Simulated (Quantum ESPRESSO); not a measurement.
Projected density-of-states run of Br (part 2 of 2)

Continued. System: Br (Cmce, 4 atoms in the cell). Method: Kohn-Sham DFT of a periodic cell, PW86PBE, PseudoDojo 0.5 SR PBE stringent, no spin polarisation (Quantum ESPRESSO 7.5); cutoff 1034.03 eV, 5×5×2 k-mesh, fermi-dirac of 0.05 eV. The structure derives from an entry of the Crystallography Open Database.

Geometry of the input (Å; fractional positions):
```
3.3632  2.3226  0.0000
-3.3632  2.3226  0.0000
0.0000  0.0000  8.7023
Br 0.3651  0.3651  0.6099
Br 0.1349  0.1349  0.1099
Br 0.8651  0.8651  0.8901
Br 0.6349  0.6349  0.3901
```

The program's output, continued:
```
   -57.2463 -57.2462 -57.1862 -57.1861 -57.0789 -57.0788 -57.0627 -57.0626
   -57.0338 -57.0338 -57.0176 -57.0176 -56.5692 -56.5692 -56.5683 -56.5683
   -56.5678 -56.5678 -56.5668 -56.5668 -12.0819 -11.9490  -9.3051  -9.0400
    -1.2710  -0.8053   1.0509   1.1141   1.2614   1.5983   3.0619   3.1208
     3.1559   3.6159   5.9089   6.1989  11.1565  11.7820  11.9460  12.7293
    13.0637  13.1498  13.6512  14.6262  15.3973

          k = 0.0000 0.5792-0.3865 ( 10288 PWs)   bands (ev):

   -57.2463 -57.2463 -57.1862 -57.1862 -57.0789 -57.0789 -57.0627 -57.0627
   -57.0338 -57.0338 -57.0176 -57.0176 -56.5692 -56.5692 -56.5683 -56.5683
   -56.5678 -56.5678 -56.5668 -56.5668 -12.0178 -12.0178  -9.1722  -9.1722
    -0.9471  -0.9471   0.7682   0.7682   1.4105   1.4105   3.3851   3.3851
     3.5078   3.5078   5.8911   5.8911  11.2895  11.2895  12.4797  12.4797
    13.3749  13.3749  13.3949  13.3949  15.2596

          k =-0.2000 0.8689 0.0000 ( 10262 PWs)   bands (ev):

   -57.2463 -57.2462 -57.1862 -57.1861 -57.0789 -57.0788 -57.0627 -57.0626
   -57.0339 -57.0338 -57.0176 -57.0176 -56.5692 -56.5692 -56.5683 -56.5683
   -56.5678 -56.5678 -56.5668 -56.5668 -11.9856 -11.9334  -9.1989  -9.1043
    -1.1031  -1.0380   0.6606   0.8376   1.2107   1.4165   2.7688   2.8301
     3.2480   3.5975   5.9928   6.0735  11.3855  11.8326  12.2807  13.4067
    13.5121  13.6846  13.9862  14.3646  14.6123

          k =-0.2000 0.8689-0.3865 ( 10250 PWs)   bands (ev):

   -57.2463 -57.2463 -57.1862 -57.1862 -57.0789 -57.0789 -57.0627 -57.0627
   -57.0338 -57.0338 -57.0176 -57.0176 -56.5692 -56.5692 -56.5683 -56.5683
   -56.5678 -56.5678 -56.5668 -56.5668 -11.9597 -11.9597  -9.1526  -9.1526
    -0.9354  -0.9354   0.4890   0.4890   1.1440   1.1440   3.1793   3.1793
     3.5308   3.5308   5.8360   5.8360  11.6958  11.6958  12.8129  12.8129
    13.1802  13.1802  13.6125  13.6126  15.4179

          k = 0.6000-0.2896 0.0000 ( 10247 PWs)   bands (ev):

   -57.2464 -57.2461 -57.1863 -57.1860 -57.0790 -57.0788 -57.0628 -57.0626
   -57.0339 -57.0338 -57.0177 -57.0176 -56.5692 -56.5692 -56.5684 -56.5683
   -56.5678 -56.5678 -56.5668 -56.5668 -12.1003 -11.8841  -9.3324  -8.9044
    -1.1949  -0.6087   0.6692   0.7649   1.2841   1.4706   2.8471   2.8501
     3.3717   3.5671   5.6001   5.9897  11.4962  11.5182  11.9170  12.2092
    12.4155  13.3889  13.8060  13.8168  15.3971

          k = 0.6000-0.2896-0.3865 ( 10260 PWs)   bands (ev):

   -57.2463 -57.2463 -57.1861 -57.1861 -57.0789 -57.0789 -57.0627 -57.0627
   -57.0338 -57.0338 -57.0176 -57.0176 -56.5692 -56.5692 -56.5684 -56.5684
   -56.5678 -56.5678 -56.5668 -56.5668 -11.9988 -11.9988  -9.1145  -9.1145
    -0.9142  -0.9142   0.7101   0.7101   1.3986   1.3986   2.9179   2.9179
     3.3746   3.3746   5.8037   5.8037  11.7680  11.7680  12.0832  12.0832
    12.8559  12.8559  13.5358  13.5358  15.2952

          k = 0.4000 0.0000 0.0000 ( 10258 PWs)   bands (ev):

   -57.2464 -57.2461 -57.1863 -57.1860 -57.0790 -57.0788 -57.0628 -57.0625
   -57.0339 -57.0338 -57.0177 -57.0176 -56.5692 -56.5692 -56.5684 -56.5684
   -56.5678 -56.5678 -56.5668 -56.5668 -12.2116 -11.9209  -9.4220  -8.8207
    -1.2244  -0.3706   1.2168   1.3520   1.3737   1.4451   2.7836   3.2254
     3.2913   3.5990   5.5232   6.0945  10.7684  10.9755  11.2408  12.4259
    12.7185  12.8388  13.6069  13.7843  14.2340

          k = 0.4000 0.0000-0.3865 ( 10286 PWs)   bands (ev):

   -57.2463 -57.2463 -57.1861 -57.1861 -57.0789 -57.0789 -57.0627 -57.0627
   -57.0338 -57.0338 -57.0176 -57.0176 -56.5692 -56.5692 -56.5684 -56.5684
   -56.5678 -56.5678 -56.5668 -56.5668 -12.0782 -12.0782  -9.1148  -9.1148
    -0.8659  -0.8659   1.3007   1.3007   1.6427   1.6427   2.7516   2.7516
     3.4990   3.4990   5.7079   5.7079  11.2202  11.2202  12.1943  12.1943
    13.0005  13.0005  13.3558  13.3558  14.2446

          k = 0.0000 1.1585 0.0000 ( 10278 PWs)   bands (ev):

   -57.2464 -57.2461 -57.1863 -57.1860 -57.0790 -57.0788 -57.0628 -57.0626
   -57.0339 -57.0338 -57.0177 -57.0176 -56.5692 -56.5692 -56.5684 -56.5683
   -56.5678 -56.5678 -56.5668 -56.5668 -12.0304 -11.8427  -9.2754  -8.9137
    -1.0984  -0.6849   0.1952   0.8820   0.9269   1.2068   2.4219   2.7251
     3.3431   3.6420   5.5752   5.8949  11.1850  11.9764  12.0129  12.0272
    13.3672  13.9537  14.8536  14.9806  15.4195

          k = 0.0000 1.1585-0.3865 ( 10268 PWs)   bands (ev):

   -57.2463 -57.2463 -57.1861 -57.1861 -57.0789 -57.0789 -57.0627 -57.0627
   -57.0338 -57.0338 -57.0176 -57.0176 -56.5692 -56.5692 -56.5684 -56.5684
   -56.5678 -56.5678 -56.5668 -56.5668 -11.9415 -11.9415  -9.0914  -9.0914
    -0.8947  -0.8947   0.4672   0.4672   1.0640   1.0640   3.0135   3.0135
     3.0890   3.0890   5.7441   5.7441  11.7896  11.7896  12.5759  12.5759
    12.8916  12.8916  14.6214  14.6214  15.2209

          k = 0.8000-0.0000 0.0000 ( 10256 PWs)   bands (ev):

   -57.2464 -57.2461 -57.1863 -57.1860 -57.0790 -57.0788 -57.0628 -57.0625
   -57.0339 -57.0338 -57.0177 -57.0176 -56.5692 -56.5692 -56.5684 -56.5684
   -56.5678 -56.5678 -56.5668 -56.5668 -12.0816 -11.8324  -9.3210  -8.8258
    -1.1018  -0.5066   0.1982   0.8460   1.1120   1.3021   2.4633   2.5501
     3.2593   3.6338   5.5177   5.9173  11.0233  11.2512  11.3937  12.1030
    13.3303  13.7825  14.7902  14.9857  15.5698

          k = 0.8000-0.0000-0.3865 ( 10250 PWs)   bands (ev):

   -57.2463 -57.2463 -57.1861 -57.1861 -57.0789 -57.0789 -57.0627 -57.0627
   -57.0338 -57.0338 -57.0176 -57.0176 -56.5692 -56.5692 -56.5684 -56.5684
   -56.5678 -56.5678 -56.5668 -56.5668 -11.9658 -11.9658  -9.0677  -9.0677
    -0.8616  -0.8616   0.4535   0.4535   1.4133   1.4133   2.6867   2.6867
     3.1561   3.1561   5.6067   5.6067  11.6732  11.6732  12.5465  12.5465
    12.8773  12.8774  14.2438  14.2438  15.0768

     the Fermi energy is     4.5845 ev

!    total energy              =   -1083.59719392 Ry
     estimated scf accuracy    <          1.9E-10 Ry
     smearing contrib. (-TS)   =      -0.00000000 Ry
     internal energy E=F+TS    =   -1083.59719391 Ry

     The total energy is F=E-TS. E is the sum of the following terms:
     one-electron contribution =    -746.16142565 Ry
     hartree contribution      =     358.91808902 Ry
     xc contribution           =    -178.52451758 Ry
     ewald contribution        =    -517.82933971 Ry

     convergence has been achieved in   8 iterations

     Forces acting on atoms (cartesian axes, Ry/au):

     atom    1 type  1   force =     0.00000000   -0.02386702    0.04038162
     atom    2 type  1   force =     0.00000000    0.02386702    0.04038162
     atom    3 type  1   force =     0.00000000   -0.02386702   -0.04038162
     atom    4 type  1   force =     0.00000000    0.02386702   -0.04038162

     Total force =     0.093815     Total SCF correction =     0.000086

     Computing stress (Cartesian axis) and pressure

          total   stress  (Ry/bohr**3)                   (kbar)     P=       24.65
   0.00007764  -0.00000000   0.00000000           11.42       -0.00        0.00
   0.00000000   0.00012647   0.00000000            0.00       18.60        0.00
   0.00000000   0.00000000   0.00029860            0.00        0.00       43.93

=------------------------------------------------------------------------------=
   JOB DONE.
=------------------------------------------------------------------------------=
```

File pp_density.out:
```
This program is part of the open-source Quantum ESPRESSO suite
     for quantum simulation of materials; please cite
         "P. Giannozzi et al., J. Phys.:Condens. Matter 21 395502 (2009);
         "P. Giannozzi et al., J. Phys.:Condens. Matter 29 465901 (2017);
         "P. Giannozzi et al., J. Chem. Phys. 152 154105 (2020);
          URL
     in publications or presentations arising from this work. More details at

     ./tmp/pwscf.save/

     IMPORTANT: XC functional enforced from input :
     Exchange-correlation= PW86PBE
                           (   1   4  21   4   0   0   0)
     Any further DFT definition will be discarded
     Please, verify this is what you really want

     G-vector sticks info
     --------------------
     sticks:   dense  smooth     PW     G-vecs:    dense   smooth      PW
     Sum        1363    1363    387                82197    82197   12539

     Using Slab Decomposition

     Calling punch_plot, plot_num =   0
     Writing data to file  density.dat
     Reading data from file  density.dat

     Writing data to be plotted to file density.cube
     Plot Type: 3D                     Output format: Gaussian cube

=------------------------------------------------------------------------------=
   JOB DONE.
=------------------------------------------------------------------------------=
```

File pp_potential.out:
```
This program is part of the open-source Quantum ESPRESSO suite
     for quantum simulation of materials; please cite
         "P. Giannozzi et al., J. Phys.:Condens. Matter 21 395502 (2009);
         "P. Giannozzi et al., J. Phys.:Condens. Matter 29 465901 (2017);
         "P. Giannozzi et al., J. Chem. Phys. 152 154105 (2020);
          URL
     in publications or presentations arising from this work. More details at

     ./tmp/pwscf.save/

     IMPORTANT: XC functional enforced from input :
     Exchange-correlation= PW86PBE
                           (   1   4  21   4   0   0   0)
     Any further DFT definition will be discarded
     Please, verify this is what you really want

     G-vector sticks info
     --------------------
     sticks:   dense  smooth     PW     G-vecs:    dense   smooth      PW
     Sum        1363    1363    387                82197    82197   12539

     Using Slab Decomposition

     Calling punch_plot, plot_num =  11
     Writing data to file  potential.dat
     Reading data from file  potential.dat

     Writing data to be plotted to file potential.cube
     Plot Type: 3D                     Output format: Gaussian cube

=------------------------------------------------------------------------------=
   JOB DONE.
=------------------------------------------------------------------------------=
```

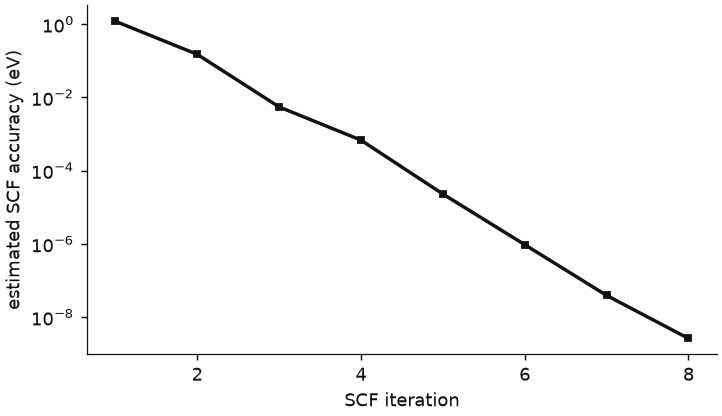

**Figure 1.** Convergence of the self-consistent field: estimated SCF accuracy against the iteration. The field takes 8 iterations in all.

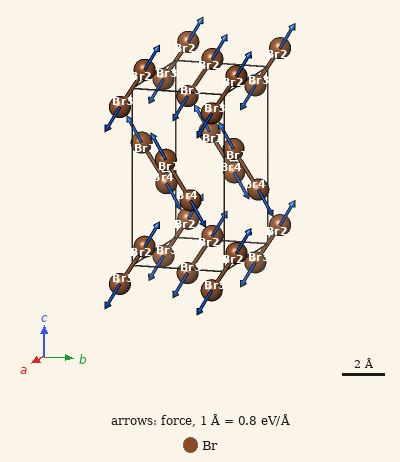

**Figure 2.** Forces on the atoms as blue arrows (ball-and-stick view of the cell 2 times as large as that of the calculation, set on its symmetry axes, seen slightly off an axis; atoms are numbered from 1 in the order of the input). The largest act on all 4 Br atoms (1.21 eV/Å). The geometry is not a stationary point of this energy.

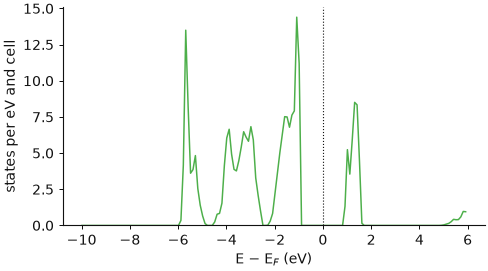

**Figure 3.** Density of states from the levels on the mesh of the run, whose fine structure reflects that mesh, with energies from the Fermi level of the run. At the top of the window the curve may fall because the computed bands end.
